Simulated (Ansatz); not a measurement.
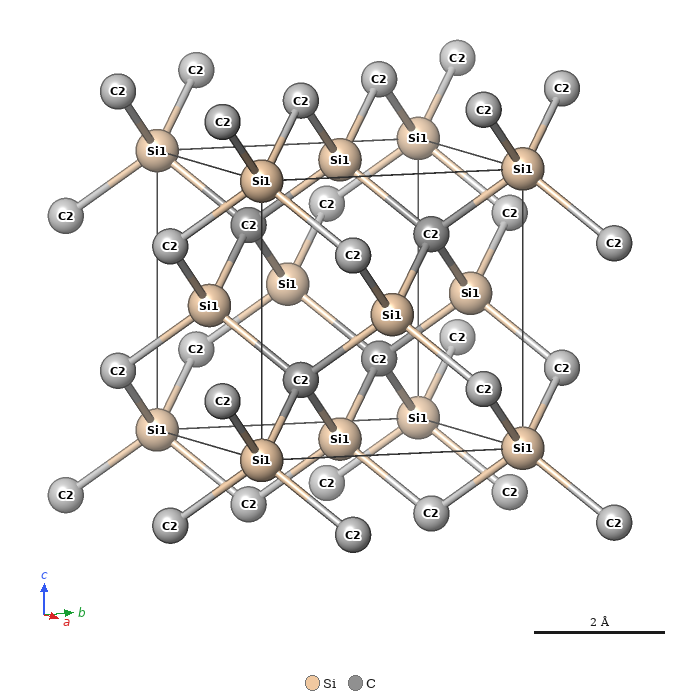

Fig. 1: The input geometry of the first run (ball-and-stick view of the cell 4 times as large as that of the calculation, set on its symmetry axes, seen slightly off an axis; neighbours outside the cell are drawn fainter; atoms are numbered from 1 in the order of the input). An atom can appear more than once, as a periodic image. Near neighbours in the periodic cell (some may lie outside the picture): Si has 4 C at 1.89 Å; C has 4 Si at 1.89 Å.

## Two runs on SiC

System: SiC (F-43m, 2 atoms in the cell).
Method of the first run: DFT, PBE, plane waves, PAW, no spin polarisation (Ansatz 0.2.0).

The structure was built on a prototype by a generator. The geometry comes from this level: r2SCAN. Text and figures count atoms from 1; the logs count them from 0 in places.

The input, the first run:
```yaml
crystal:
  lattice:
    - [0.0, 2.1780523476, 2.1780523476]
    - [2.1780523476, 0.0, 2.1780523476]
    - [2.1780523476, 2.1780523476, 0.0]
  atoms:
    - { symbol: Si, position: [0.0, 0.0, 0.0] }
    - { symbol: C, position: [0.25, 0.25, 0.25] }
kpoints:
  mp_grid: { grid: [8, 8, 8] }
hamiltonian:
  xc: pbe
scf:
  occupations: { method: fixed }
  n_extra_bands: 4
output:
  forces: true
  stress: true
  eigenvalues: true
```

Command:
```bash
ansatz run input.yaml --threads 4 --pin off --max-ram 3686MiB --backend cpu --events-out ev --progress --plain --runs-dir out
```

Hardware: 4 threads of Arm Neoverse V1, 112 GiB of memory available, shared host.

Output, shortened to warnings, some set-up lines, iterations and results (the first run):
```
Basis set: ecut = 420 eV, 411 PW (Γ), exchange–correlation on 48×48×48 points (8 copies of the dense FFT grid, shifted against one another)
Symmetry: 24 space group operations
k-points: 29 of 512 (time reversal used)
Initial density: superposition of atomic densities (neutral atoms: chi_scale 0, normalization atom), corrected by the library's trained network
[...]
SCF iter   1: F=—  HF=-887.155308 eV  |F-HF|=—  |Δ(HF+E_count)|=         —  Δρ=2.18e-3  dr2=9.94e-4  ethr=1.77e-3  ⟨swp⟩=4.8  Hψ=1637  notcnv=0  defer=45
SCF iter   2: F=—  HF=-887.155279 eV  |F-HF|=—  |Δ(HF+E_count)|=   2.99e-5  Δρ=8.17e-4  dr2=8.38e-5  ethr=1.24e-5  ⟨swp⟩=2.4  Hψ=614  notcnv=0  defer=52
SCF iter   3: F=—  HF=-887.155291 eV  |F-HF|=—  |Δ(HF+E_count)|=   1.26e-5  Δρ=3.56e-4  dr2=6.28e-6  ethr=1.05e-6  ⟨swp⟩=2.6  Hψ=344  notcnv=0  defer=36
SCF iter   4: F=—  HF=-887.155317 eV  |F-HF|=—  |Δ(HF+E_count)|=   2.61e-5  Δρ=3.90e-5  dr2=2.71e-7  ethr=7.84e-8  ⟨swp⟩=2.2  Hψ=358  notcnv=0  defer=52
SCF iter   5: F=-887.155317 eV  HF=-887.155317 eV  |F-HF|=1.22e-9  |Δ(HF+E_count)|=   1.34e-7  Δρ=2.90e-6  dr2=1.00e-9  ethr=3.39e-9  ⟨swp⟩=2.2  Hψ=344  notcnv=0  defer=53
SCF iter   6: F=-887.155317 eV  HF=-887.155317 eV  |F-HF|=3.91e-11  |Δ(HF+E_count)|=   1.78e-9  Δρ=3.93e-7  dr2=1.84e-11  ethr=1.25e-11  ⟨swp⟩=4.1  Hψ=1159  notcnv=0
SCF 1 converged in 6 iterations: F = -887.155317 eV  dr2 = 1.84e-11
SCF converged after 6 iterations
Free energy (F): -887.155317 eV
Harris-Foulkes:  -887.155317 eV  (|F-HF|=3.91e-11)
Internal energy: -887.155317 eV  (E = F + TS)
E sigma→0 (E₀):  -887.155317 eV
Fermi energy:    9.497009 eV
--- Per-component energies (eV) ---
  E_band       = 28.805607
  E_kinetic    = 135.803381
  E_local      = -104.338817  (includes V_loc(G=0)·N_el)
  E_nonlocal   = 51.863344
  E_hartree    = 32.050487
  E_xc         = -105.527274
  E_vxc        = -109.401217  (∫ρ·V_xc dr)
  E_paw        = -612.098765  (= ΣΔE_a)
  E_vpaw       = -9.222049  (= ΣTr[D̂ρ^β])
  E_aug_tail   = 0.000014  (compensation charges beyond the density's cutoff)
  E_ewald      = -284.907687
  E_smearing   = -0.000000  (= −TS)
  E_closure    = -0.000000  (closes the sum)
  Σ components = -887.155317   (vs F -887.155317, Δ=0.00e0)
--- Forces (eV/Å), atoms counted from 1 ---
  atom   1  Si     0.00000000    -0.00000000    -0.00000000
  atom   2  C     -0.00000000    -0.00000000    -0.00000000
  max |Σ_I F_I| component: 1.48e-16 eV/Å
--- Stress (GPa, compression-positive) ---
        3.565003      -0.000000      -0.000000
       -0.000000       3.565003       0.000000
       -0.000000       0.000000       3.565003
  P = ⅓ Tr σ = 3.5650 GPa (35.650 kbar)
```

For the second run the input was changed thus:
```diff
+basis:
+  ecutwfc: 300
```

Predict how the results change.

The free energy of the second run is 69.8 meV per atom higher, which measures how much it depends on this numerical setting. The pressure goes from 3.57 to 3.77 GPa. More plane waves can only lower the energy of a fixed Hamiltonian, so the higher cutoff gives the lower value. The number of SCF iterations is the same. The plane waves at Γ go from 411 to 259.

Output, shortened to warnings, some set-up lines, iterations and results (the second run):
```
Warning: basis.ecutwfc = 300 eV is below the records' recommended 420 eV, and the density's cutoff is lower with it unless basis.ecutrho_ratio is high enough to keep the records' density cutoff: compare with a run at a higher cutoff
Basis set: ecut = 300 eV, 259 PW (Γ), exchange–correlation on 36×36×36 points (8 copies of the dense FFT grid, shifted against one another)
Symmetry: 24 space group operations
k-points: 29 of 512 (time reversal used)
Initial density: superposition of atomic densities (neutral atoms: chi_scale 0, normalization atom), corrected by the library's trained network
[...]
SCF iter   1: F=—  HF=-887.014712 eV  |F-HF|=—  |Δ(HF+E_count)|=         —  Δρ=7.50e-3  dr2=5.39e-3  ethr=1.77e-3  ⟨swp⟩=4.5  Hψ=1608  notcnv=0  defer=36
SCF iter   2: F=—  HF=-887.015092 eV  |F-HF|=—  |Δ(HF+E_count)|=   3.80e-4  Δρ=3.11e-3  dr2=5.67e-4  ethr=6.74e-5  ⟨swp⟩=2.8  Hψ=613  notcnv=0  defer=52
SCF iter   3: F=—  HF=-887.015421 eV  |F-HF|=—  |Δ(HF+E_count)|=   3.29e-4  Δρ=1.71e-3  dr2=8.99e-5  ethr=7.09e-6  ⟨swp⟩=3.0  Hψ=385  notcnv=0  defer=52
SCF iter   4: F=—  HF=-887.015666 eV  |F-HF|=—  |Δ(HF+E_count)|=   2.45e-4  Δρ=2.03e-4  dr2=1.30e-6  ethr=1.12e-6  ⟨swp⟩=3.0  Hψ=412  notcnv=0  defer=52
SCF iter   5: F=-887.015670 eV  HF=-887.015670 eV  |F-HF|=1.60e-8  |Δ(HF+E_count)|=   3.74e-6  Δρ=1.35e-5  dr2=7.88e-9  ethr=1.62e-8  ⟨swp⟩=2.3  Hψ=342  notcnv=0  defer=52
SCF iter   6: F=-887.015670 eV  HF=-887.015670 eV  |F-HF|=5.41e-11  |Δ(HF+E_count)|=   1.78e-8  Δρ=6.51e-7  dr2=3.88e-11  ethr=9.85e-11  ⟨swp⟩=3.3  Hψ=1140  notcnv=0
SCF 1 converged in 6 iterations: F = -887.015670 eV  dr2 = 3.88e-11
SCF converged after 6 iterations
Free energy (F): -887.015670 eV
Harris-Foulkes:  -887.015670 eV  (|F-HF|=5.41e-11)
Internal energy: -887.015670 eV  (E = F + TS)
E sigma→0 (E₀):  -887.015670 eV
Fermi energy:    9.510592 eV
--- Per-component energies (eV) ---
  E_band       = 28.816258
  E_kinetic    = 136.142142
  E_local      = -103.760409  (includes V_loc(G=0)·N_el)
  E_nonlocal   = 51.119912
  E_hartree    = 31.939702
  E_xc         = -105.696265
  E_vxc        = -109.624777  (∫ρ·V_xc dr)
  E_paw        = -611.853107  (= ΣΔE_a)
  E_vpaw       = -8.940088  (= ΣTr[D̂ρ^β])
  E_aug_tail   = 0.000043  (compensation charges beyond the density's cutoff)
  E_ewald      = -284.907687
  E_smearing   = -0.000000  (= −TS)
  E_closure    = -0.000000  (closes the sum)
  Σ components = -887.015670   (vs F -887.015670, Δ=0.00e0)
--- Forces (eV/Å), atoms counted from 1 ---
  atom   1  Si     0.00000000    -0.00000000    -0.00000000
  atom   2  C     -0.00000000     0.00000000     0.00000000
  max |Σ_I F_I| component: 1.48e-16 eV/Å
--- Stress (GPa, compression-positive) ---
        3.772590      -0.000000       0.000000
        0.000000       3.772590       0.000000
       -0.000000       0.000000       3.772590
  P = ⅓ Tr σ = 3.7726 GPa (37.726 kbar)
```

The two runs side by side:

```tsv
quantity	the first run	the second run
outcome	converged	converged
free energy per atom (eV)	−443.5777	−443.5078
gap on the mesh (eV)	1.36	1.35
pressure (GPa)	3.57	3.77
largest force (eV/Å)	0.000	0.000
SCF iterations	6	6
irreducible k-points	29	29
plane waves at Γ	411	259
```

For the second run: Warnings: the cutoff is below the recommended one.
